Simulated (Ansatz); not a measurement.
## Molecular dynamics of W$_{16}$Si (part 4 of 4)

W$_{16}$Si (defect cell, 17 atoms in the cell); DFT PBE, scalar-relativistic, plane waves, PAW, PAW set soft_1, no spin polarisation (Ansatz 0.2.0); cutoff 420 eV, 2×2×2 k-mesh, Fermi–Dirac smearing of 0.05 eV. It belongs to a series of runs on one base structure; here: dynamics from the start.

Geometry of the input (Å; fractional positions):
```
6.3200  0.0000  0.0000
0.0000  6.3200  0.0000
0.0000  0.0000  6.3200
W  0.0717  0.0000  0.0066
W  0.4288  0.0000  0.0066
W  0.0029  0.5001  0.0069
W  0.0029  0.0001  0.5068
W  0.2499  0.2647  0.2716
W  0.4971  0.5001  0.0069
W  0.4971  0.0000  0.5069
W  0.7500  0.2600  0.2667
W  -0.0008  0.5001  0.5070
W  0.2499  0.7354  0.2716
W  0.2499  0.2648  0.7421
W  0.5010  0.5001  0.5069
W  0.7500  0.7402  0.2666
W  0.7499  0.2595  0.7476
W  0.2499  0.7353  0.7421
W  0.7499  0.7407  0.7477
Si 0.7503  0.0002  0.0077
```

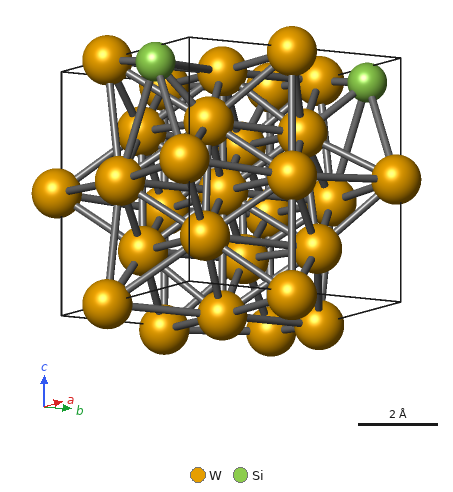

Figure 1. The geometry at step 194 of the log (ball-and-stick view of the cell of the calculation, seen at an oblique angle).

Trajectory as extended XYZ, continued:
```
17
Lattice="6.3200 0.0000 0.0000 0.0000 6.3200 0.0000 0.0000 0.0000 6.3200" Properties=species:S:1:pos:R:3:forces:R:3 step=138 time_fs=414.0 energy=-166799.81548 temperature=1058.2
W     0.4338   -0.1053   -0.0390    4.6402   0.8354  -0.8146
W     2.8116   -0.1902   -0.1101   -4.5285   0.9522  -0.7464
W     0.1007    3.0569   -0.1065    0.3321  -0.7145   1.2068
W     0.1123   -0.1557    3.0614    0.6239   0.9317   0.6551
W     1.7353    1.5505    1.6101   -0.4247   0.5326  -0.6486
W     3.2236    3.0616   -0.0766    0.2169  -0.2110   1.0021
W     3.3520   -0.1642    3.0733   -1.8302   1.0317   0.6728
W     4.7990    1.5947    1.7285    0.3288  -0.0744  -2.2765
W     0.1276    2.9759    3.1392    0.3085   1.6785  -1.1090
W     1.6288    4.6478    1.6191    1.2531  -2.5724   0.4577
W     1.6219    1.4974    4.5185    1.4266  -0.1670   1.8264
W     3.2746    3.1362    3.2411   -0.6119  -1.6874  -2.8062
W     4.9035    4.5530    1.5730   -0.7119  -1.8692   0.6361
W     4.8639    1.5128    4.6481   -0.6287  -0.4773   1.0180
W     1.6686    4.5351    4.6429   -0.3749  -0.1647  -1.0990
W     4.9327    4.6184    4.5392   -0.8556   0.4134   2.9583
Si    4.7658   -0.0971    0.1126    0.8363   1.5623  -0.9330
17
Lattice="6.3200 0.0000 0.0000 0.0000 6.3200 0.0000 0.0000 0.0000 6.3200" Properties=species:S:1:pos:R:3:forces:R:3 step=148 time_fs=444.0 energy=-166799.82432 temperature=1003.6
W     0.4317   -0.1071   -0.0616   -2.2918   0.1871   0.2988
W     2.6448   -0.1735   -0.1867    2.5415  -0.0707   0.6499
W     0.1000    3.1350   -0.0897   -0.9905  -1.7438   0.6424
W     0.1843   -0.1775    3.0636   -1.1828   1.1613  -0.2336
W     1.6370    1.5618    1.5664    0.2164  -0.0600   0.1320
W     3.0884    3.0732   -0.0343    2.0499  -0.6767  -0.6522
W     3.3314   -0.1503    3.0161   -1.7374   0.7491   0.8525
W     4.7926    1.5606    1.7455    0.9084   0.7850  -1.9877
W     0.1725    3.0382    3.1952   -2.2311   0.2269  -2.6818
W     1.6798    4.5473    1.6268   -0.9652  -0.1149  -0.6766
W     1.6992    1.4963    4.4965   -0.5817   0.5469   1.1955
W     3.2537    3.1203    3.1771    0.6490  -1.5010  -1.3097
W     4.7144    4.5140    1.5217    1.8795   0.9179  -0.4640
W     4.8281    1.4977    4.5370    0.4459   1.0076   1.3824
W     1.6455    4.5305    4.5305    0.2667   0.1001   1.1651
W     4.8962    4.6860    4.6250   -0.7374  -1.1943   0.7839
Si    4.6621    0.0733    0.0036    1.7606  -0.3207   0.9031
17
Lattice="6.3200 0.0000 0.0000 0.0000 6.3200 0.0000 0.0000 0.0000 6.3200" Properties=species:S:1:pos:R:3:forces:R:3 step=157 time_fs=471.0 energy=-166799.31319 temperature=805.8
W     0.3917   -0.1151   -0.0351   -2.8905  -0.1550  -0.1550
W     2.5889   -0.1713   -0.1972    3.6501  -0.8944   1.1433
W     0.0605    3.1459   -0.0679   -0.8332  -2.3251  -0.5298
W     0.2047   -0.1827    3.0683   -2.2903   1.5952  -0.1693
W     1.5635    1.5556    1.5507    0.7571  -0.4222   1.0727
W     3.0286    3.0837    0.0290    2.4198  -1.5103  -2.6178
W     3.2516   -0.1533    3.0407   -0.3344   0.4064   0.0957
W     4.7924    1.5443    1.6895    0.7933   1.1435   0.1462
W     0.0901    3.1566    3.1238   -1.6531  -3.0151  -0.8471
W     1.5995    4.4635    1.5922    0.1182   2.2652  -0.2000
W     1.7282    1.5028    4.5375   -1.9758   1.5125  -0.5924
W     3.2607    3.0532    3.0827   -0.2543  -0.1141   1.0134
W     4.6663    4.4685    1.4503    1.4294   2.5656   1.0106
W     4.8597    1.5454    4.5068    0.2034   0.1323   1.2790
W     1.6183    4.4946    4.5024    0.8786   0.6771   1.4066
W     4.8720    4.6813    4.7388   -1.1494  -0.8786  -1.5145
Si    4.6157    0.1347    0.0110    1.1312  -0.9831  -0.5415
17
Lattice="6.3200 0.0000 0.0000 0.0000 6.3200 0.0000 0.0000 0.0000 6.3200" Properties=species:S:1:pos:R:3:forces:R:3 step=166 time_fs=498.0 energy=-166799.50844 temperature=959.1
W     0.3061   -0.1227   -0.0054    4.1203  -0.5762  -0.7165
W     2.6392   -0.2076   -0.1641   -2.8092  -0.4216   0.4004
W    -0.0714    3.0929   -0.0707    1.7931  -1.4694  -0.5566
W     0.1466   -0.1241    3.1243   -1.7113   0.1813  -0.7201
W     1.5478    1.5419    1.5769    0.8419  -0.7529   0.2345
W     3.0277    3.0398   -0.0090    1.4434  -1.0408  -1.7084
W     3.1796   -0.1720    3.0707    0.2908   0.3768  -0.2560
W     4.8473    1.5198    1.6307   -0.9294   0.1224   0.2287
W    -0.0376    3.1602    3.0262    0.7411  -2.2131   1.1126
W     1.5208    4.4645    1.5478    0.8777   1.6087   0.5274
W     1.6939    1.5528    4.5656   -1.4171  -0.0396  -0.0810
W     3.2629    3.0049    3.0299   -1.3873   0.7912   1.0140
W     4.6755    4.5031    1.4159    0.0060   2.2798   2.0850
W     4.9004    1.5912    4.5176   -1.0692  -0.6677   0.7158
W     1.5847    4.4375    4.4972    0.2681   1.6419   1.2779
W     4.8008    4.6349    4.7963   -0.7756  -0.8987  -3.7381
Si    4.6197    0.0865   -0.0765   -0.2834   1.0779   0.1803
17
Lattice="6.3200 0.0000 0.0000 0.0000 6.3200 0.0000 0.0000 0.0000 6.3200" Properties=species:S:1:pos:R:3:forces:R:3 step=175 time_fs=525.0 energy=-166799.57527 temperature=976.3
W     0.3391   -0.1713    0.0131   -1.1324  -0.2170  -0.8968
W     2.6072   -0.2353   -0.1333   -0.2722  -0.2546  -0.1691
W    -0.1583    3.0256   -0.1012    3.3733   0.8583   0.7156
W    -0.0030   -0.0328    3.1796    0.6680  -2.0508  -1.7214
W     1.5768    1.5341    1.5750   -0.2294  -0.4256   0.2561
W     3.0428    2.9814   -0.0803    0.6809   0.3407  -0.0359
W     3.1223   -0.1705    3.0588    0.2453   0.1457   0.2780
W     4.8403    1.4924    1.5862   -1.8754   0.3305   0.6708
W    -0.1368    3.0848    2.9911    2.9028   0.8179   0.6586
W     1.5183    4.5154    1.5344    0.1604  -1.2092   1.8564
W     1.5677    1.5766    4.6005    0.0865  -0.7235  -0.3551
W     3.1888    2.9600    3.0377   -0.8530   1.5781  -0.0688
W     4.7213    4.5981    1.4224   -1.2902   1.0184   1.0767
W     4.9172    1.6383    4.5496   -2.7003   0.3600  -2.1209
W     1.5459    4.4373    4.5047   -0.4966   1.1832   0.5080
W     4.7143    4.5772    4.7208   -0.4466   0.4582  -1.8823
Si    4.5888    0.1898   -0.2253    1.1789  -2.2103   1.2302
17
Lattice="6.3200 0.0000 0.0000 0.0000 6.3200 0.0000 0.0000 0.0000 6.3200" Properties=species:S:1:pos:R:3:forces:R:3 step=185 time_fs=555.0 energy=-166799.64888 temperature=1099.2
W     0.3547   -0.2252    0.0270   -1.5598   0.6649  -0.4912
W     2.5712   -0.2429   -0.1258    4.0096   0.5056  -0.0110
W    -0.1180    3.0193   -0.1266    1.3846   0.6877   1.1108
W    -0.1520    0.0082    3.2029    2.3707  -2.3581  -1.8002
W     1.6120    1.4996    1.5682   -1.5321   0.2210   0.4472
W     3.1116    2.9205   -0.1455   -0.3538   1.4881   1.4835
W     3.0926   -0.1683    3.0343   -0.6062   0.1478   0.8606
W     4.7486    1.4818    1.5664   -1.2113   0.2334  -1.2089
W    -0.1296    3.0598    2.9709    1.9881   0.9899   0.6699
W     1.5595    4.4893    1.5662   -0.3252  -1.0262   1.2278
W     1.4453    1.5795    4.6866    0.5687  -1.0175  -1.8930
W     3.0606    2.9671    3.0616    0.4823   1.1070  -0.8678
W     4.7715    4.7145    1.4532   -1.8847  -1.9229   1.1255
W     4.7674    1.6912    4.5105   -2.0130  -2.1138   0.8571
W     1.4899    4.4681    4.5624   -0.6080   0.5280  -0.9208
W     4.6064    4.5098    4.5707    0.3786   0.8998  -0.0991
Si    4.6408   -0.0173   -0.2806   -1.0885   0.9653  -0.4903
17
Lattice="6.3200 0.0000 0.0000 0.0000 6.3200 0.0000 0.0000 0.0000 6.3200" Properties=species:S:1:pos:R:3:forces:R:3 step=194 time_fs=582.0 energy=-166799.22819 temperature=912.8
W     0.3049   -0.2462    0.0684    1.5809   0.6524   0.3720
W     2.6266   -0.2129   -0.0910    0.3951  -0.4987  -0.1067
W    -0.0114    3.0751   -0.0972   -1.3965  -0.6757   0.8625
W    -0.1837   -0.0283    3.1947    1.7171  -0.7875  -1.4469
W     1.6156    1.4618    1.5732   -2.3396   0.9100   0.7517
W     3.1458    2.9013   -0.1887   -1.6815   2.7367   2.7607
W     3.1007   -0.1261    3.0445   -1.4784   0.0474   0.7443
W     4.6244    1.4980    1.5454    1.1936   0.3143  -0.7406
W    -0.0404    3.0999    3.0009   -1.5522  -1.3176   0.2191
W     1.6036    4.4769    1.6239   -0.8481   0.8749  -1.1374
W     1.3752    1.5532    4.7107    0.7009  -1.0033  -2.1497
W     2.9595    3.0434    3.0644    2.0132  -1.0732  -0.7255
W     4.7706    4.7548    1.4656   -1.6989  -2.2185   0.3574
W     4.5472    1.6550    4.5273    1.3026   0.4805  -2.0288
W     1.4042    4.5058    4.5658    0.6440   1.2928  -0.0234
W     4.5146    4.4669    4.4654    1.5397   1.4766   1.9104
Si    4.6503    0.0038   -0.3971   -0.0919  -1.2109   0.3808
17
Lattice="6.3200 0.0000 0.0000 0.0000 6.3200 0.0000 0.0000 0.0000 6.3200" Properties=species:S:1:pos:R:3:forces:R:3 step=203 time_fs=609.0 energy=-166798.96921 temperature=999.8
W     0.2818   -0.2566    0.1108    2.4175   0.8876   0.8569
W     2.6710   -0.2015   -0.0542   -2.7980   0.0056  -0.0052
W     0.0757    3.1285   -0.0227   -2.7531  -1.6332  -0.3633
W    -0.1691   -0.0782    3.1489    0.3544   0.2304  -0.7173
W     1.5577    1.4498    1.5987   -1.9212   1.0271   0.3094
W     3.1130    2.9657   -0.1538   -1.7008   1.8360   1.6524
W     3.0701   -0.0693    3.1054   -1.6019  -0.8902  -0.5558
W     4.5296    1.5118    1.4949    2.4707  -0.0555  -0.1867
W     0.0064    3.0880    3.0187   -3.1730  -1.6604   0.5496
W     1.6236    4.4941    1.6272   -1.3237   1.2834  -1.1823
W     1.3291    1.4942    4.7061    0.9271   0.3796  -1.3938
W     2.9379    3.0708    3.0366    2.0681  -1.3575   0.3293
W     4.6995    4.7150    1.5108   -0.6585  -1.6104  -0.3322
W     4.3938    1.6167    4.4928    2.8887   1.1061  -0.6921
W     1.3627    4.5908    4.5449    1.3036   0.0082   0.5937
W     4.4904    4.4602    4.4637    1.7407   0.3641   1.3701
Si    4.6453   -0.0673   -0.4173    1.7595   0.0790  -0.2326
17
Lattice="6.3200 0.0000 0.0000 0.0000 6.3200 0.0000 0.0000 0.0000 6.3200" Properties=species:S:1:pos:R:3:forces:R:3 step=212 time_fs=636.0 energy=-166798.72545 temperature=1149.7
W     0.3514   -0.2483    0.1514   -3.1121   0.4042  -1.1328
W     2.6472   -0.1662   -0.0086    1.8067   1.1648  -1.0196
W     0.0488    3.1352    0.0453   -2.2623  -1.4238  -2.2312
W    -0.1736   -0.1555    3.0820   -0.5941   0.9194   0.8275
W     1.4074    1.4361    1.5787    0.9351   2.9129   1.4024
W     3.0361    3.1433   -0.0752   -0.6691  -1.7102  -0.1472
W     2.9964   -0.0305    3.1233   -0.1824  -1.6410  -1.3909
W     4.5108    1.5300    1.4466    1.5694  -0.4101   0.0066
W    -0.0221    3.0149    3.0343   -2.1688  -0.0446   1.3356
W     1.5830    4.5726    1.5900   -0.4992  -2.1708   2.2767
W     1.3122    1.4221    4.6746    0.5186   2.7280  -0.8283
W     2.9876    3.0190    3.0297   -1.2517   1.0460  -0.6919
W     4.6387    4.6617    1.5712    0.0315  -0.4115  -1.2737
W     4.3174    1.6176    4.4378    3.5701   0.1382   2.3095
W     1.4362    4.7145    4.5209   -0.5655  -3.1280   0.4743
W     4.4954    4.4458    4.5233    1.7844   0.4725   0.0577
Si    4.6765   -0.0976   -0.4044    1.0893   1.1539   0.0252
17
Lattice="6.3200 0.0000 0.0000 0.0000 6.3200 0.0000 0.0000 0.0000 6.3200" Properties=species:S:1:pos:R:3:forces:R:3 step=222 time_fs=666.0 energy=-166798.58976 temperature=1159.4
W     0.3185   -0.1952    0.1438    2.2760  -1.9006  -0.1508
W     2.7027   -0.0797   -0.0332    0.0043   0.5518  -0.3364
W    -0.0791    3.0863    0.0132   -1.0430  -0.1153  -1.9635
W    -0.1823   -0.2023    3.0340   -0.8916   0.9651   1.4958
W     1.2778    1.5544    1.5726    3.2020   0.3204   0.5312
W     2.9418    3.2765   -0.0296    0.1380  -3.5765  -0.7951
W     2.9360   -0.0757    3.0963    1.4951   0.2598  -1.1433
W     4.5362    1.5098    1.3843   -0.4892  -0.3311   1.4199
W    -0.1642    2.8742    3.0779   -0.1008   3.5466   0.0238
W     1.4929    4.5838    1.6122   -0.5568  -1.6346   1.1914
W     1.3138    1.5130    4.6294    0.8991   0.6542   0.2344
W     2.9901    2.9955    3.0455   -2.4029   1.7134  -1.5820
W     4.5754    4.5793    1.5835    0.4702   1.4562  -1.7630
W     4.3749    1.7061    4.4393    0.7809  -0.8964   1.1658
W     1.5054    4.7116    4.4685   -2.0238  -2.1591   2.2931
W     4.5461    4.4100    4.5800    1.3980   2.5267   0.5433
Si    4.7732    0.0762   -0.4985   -3.1554  -1.3808  -1.1644
17
Lattice="6.3200 0.0000 0.0000 0.0000 6.3200 0.0000 0.0000 0.0000 6.3200" Properties=species:S:1:pos:R:3:forces:R:3 step=231 time_fs=693.0 energy=-166798.39134 temperature=1036.4
W     0.2689   -0.2103    0.1263    1.0762  -1.1349   0.3966
W     2.7448    0.0097   -0.0389   -4.6647   0.0565   1.1440
W    -0.1753    2.9974   -0.1095    0.0395   1.4681   0.7015
W    -0.2403   -0.1890    3.0884   -0.0103   0.5986   0.3237
W     1.2755    1.6426    1.5990    2.0085  -2.4774  -1.1359
W     2.8541    3.2825    0.0219    1.0884  -3.5008  -1.9074
W     2.9051   -0.1478    3.0592    1.5586   1.5208   0.1560
W     4.5769    1.4778    1.3886   -1.4050  -0.9317   0.7184
W    -0.2667    2.8702    3.0820    1.4489   4.6737  -2.0337
W     1.4307    4.5560    1.6514   -1.3173   0.1897  -0.2234
W     1.2994    1.6097    4.6232    1.5203  -1.9338   0.5594
W     2.8734    2.9960    3.0362    0.5601   1.5508  -0.2900
W     4.5314    4.5541    1.5171    0.6928   1.8487  -0.2508
W     4.4514    1.7966    4.4592   -2.6392  -0.5458   0.9553
W     1.4650    4.6391    4.5100   -1.4927  -0.2123   2.0238
W     4.6208    4.4764    4.6515   -0.7410  -3.5968  -2.5558
Si    4.6873    0.0058   -0.7277    2.2768   2.4264   1.4183
17
Lattice="6.3200 0.0000 0.0000 0.0000 6.3200 0.0000 0.0000 0.0000 6.3200" Properties=species:S:1:pos:R:3:forces:R:3 step=240 time_fs=720.0 energy=-166798.84076 temperature=1191.0
W     0.2741   -0.2580    0.1403    0.5004  -0.2708   0.8036
W     2.6548    0.1004   -0.0302    0.5116  -1.5779  -0.5096
W    -0.2503    2.9909   -0.1976    0.9620   1.3651   2.8608
W    -0.2523   -0.1393    3.1521    0.3712   0.8858  -0.7547
W     1.3363    1.6750    1.6149   -0.6857  -3.1784  -1.4730
W     2.8211    3.1955    0.0177    1.2411  -1.2317  -1.8278
W     2.9014   -0.1331    3.0039    0.8604   0.7324   1.3484
W     4.5966    1.4111    1.4217   -1.1569   0.6907   0.9476
W    -0.2741    3.0401    3.0101    0.2361   0.6271  -0.7916
W     1.3351    4.5381    1.6438    0.5359   0.9143  -0.4303
W     1.2795    1.6580    4.6397    0.9057  -2.6796  -0.4678
W     2.7525    3.0539    3.0132    3.7155   1.2843   1.1840
W     4.5335    4.5663    1.4345   -0.4669   1.6666   0.6186
W     4.4467    1.8596    4.4770   -3.3876   0.6036  -2.3295
W     1.3694    4.5796    4.5649    0.5858   1.2938   0.7831
W     4.6728    4.4907    4.6283   -2.9800   0.0972  -1.1170
Si    4.7475    0.1409   -0.7034   -1.7487  -1.2223   1.1552
```

Results in brief:

- outcome: finished
- mean temperature over the second half: 1012 K
- trajectory: 240 steps, 720 fs
- ensemble: nvt_langevin
- temperature in the input: 1200.0 K
- time step: 3.0 fs
- electrons treated: 228
- potential energy (free energy of the electrons) (last step): −166798.8408 eV
- Fermi energy (last step): 23.158 eV
- largest force (length of the vector) (last step): 4.155 eV/Å
- wall time: 26 min (CPU time 51 min)
- peak memory: 1 GiB

The input asks for low accuracy. Spin–orbit coupling is left out, which matters for W. The k-point mesh is coarse for a cell of this size, so the results may not be converged.
